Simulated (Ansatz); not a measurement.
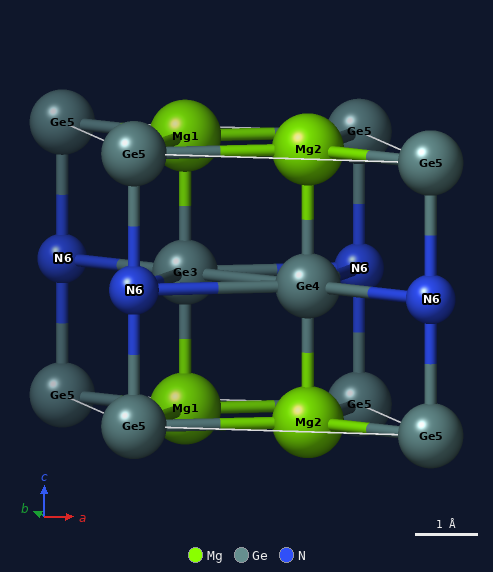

This is the input geometry for a relaxation of crystalline Mg2Ge3N (a generated structure, set up in P6/mmm) (coarse preliminary run). Style: ball-and-stick. Shown: the cell of the calculation, slightly off an axis.

Theory: DFT PBE, scalar-relativistic, plane waves, PAW (Ansatz).

Input
```yaml
crystal:
  lattice:
    - [5.03326136, 0.0, 0.0]
    - [-2.51663068, 4.3589322, 0.0]
    - [0.0, 0.0, 4.45591986]
  atoms:
    - { symbol: Mg, position: [0.33333333, 0.66666667, 0.0] }
    - { symbol: Mg, position: [0.66666667, 0.33333333, 0.0] }
    - { symbol: Ge, position: [0.33333333, 0.66666667, 0.5] }
    - { symbol: Ge, position: [0.66666667, 0.33333333, 0.5] }
    - { symbol: Ge, position: [0.0, 0.0, 0.0] }
    - { symbol: "N", position: [0.0, 0.0, 0.5] }
basis:
  ecutwfc: 420
kpoints:
  mp_grid: { grid: [6, 6, 4] }
hamiltonian:
  xc: pbe
scf:
  occupations: { method: gaussian, width: 0.1 }
  lower_state_search: "off"
output:
  forces: true
  stress: true
  eigenvalues: true
relax:
  adjacent_minimum: "off"
  f_tol: 0.04
  max_steps: 70
  cell: { stress_tol: 0.4 }
```

Run as
```bash
ansatz run input.yaml --threads 1 --pin off --max-ram 2560MiB --backend cpu --events-out ev --progress --plain --runs-dir out
```

What does the optimiser find from here?

After 7 accepted moves (9 points after the start) the energy has fallen by 371 meV per atom. All forces vanish by symmetry, so only the cell relaxes. The pressure goes from 15.37 to 0.00 GPa. At 2 points the geometry stayed and the basis and grid were re-selected for the new cell (energy shift of 15.3 meV per atom at most each time). No atom moves by more than 0.005 Å relative to the cell. The drawn cell changes as follows: a = b 5.033 → 4.751 Å (−5.6 %), c 4.456 → 5.467 Å (+22.7 %); the volume changes by +9.3 %. Some distances before and after: Mg1–Ge3 2.228 → 2.734 Å, Ge5–N6 2.228 → 2.734 Å, Mg1–Ge5 2.906 → 2.743 Å, Ge3–Ge4 2.906 → 2.743 Å. The space group stays P6/mmm (No. 191).

Final geometry:

```xyz
6
Lattice="4.7513 0.0000 0.0000 -2.3756 4.1147 0.0000 0.0000 0.0000 5.4670" Properties=species:S:1:pos:R:3 pbc="T T T"
Mg    0.0000    2.7432    5.4670
Mg    2.3756    1.3716    5.4670
Ge    0.0000    2.7432    2.7335
Ge    2.3756    1.3716    2.7335
Ge    0.0000    0.0000    5.4670
N     0.0000    0.0000    2.7335
```

The end point in the same view:

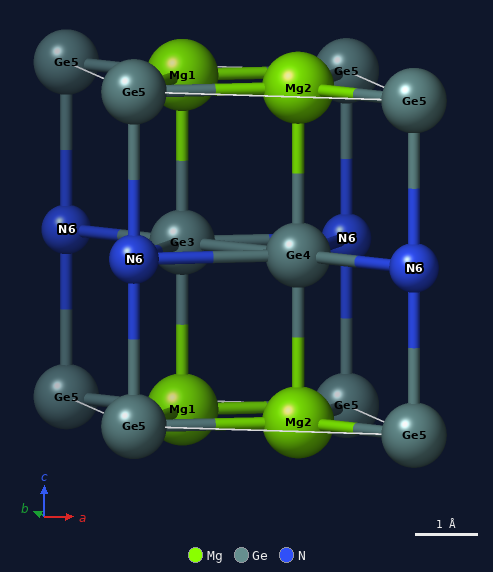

Limits of the set-up: layers or molecules are held without a dispersion correction, so their spacing is unreliable.
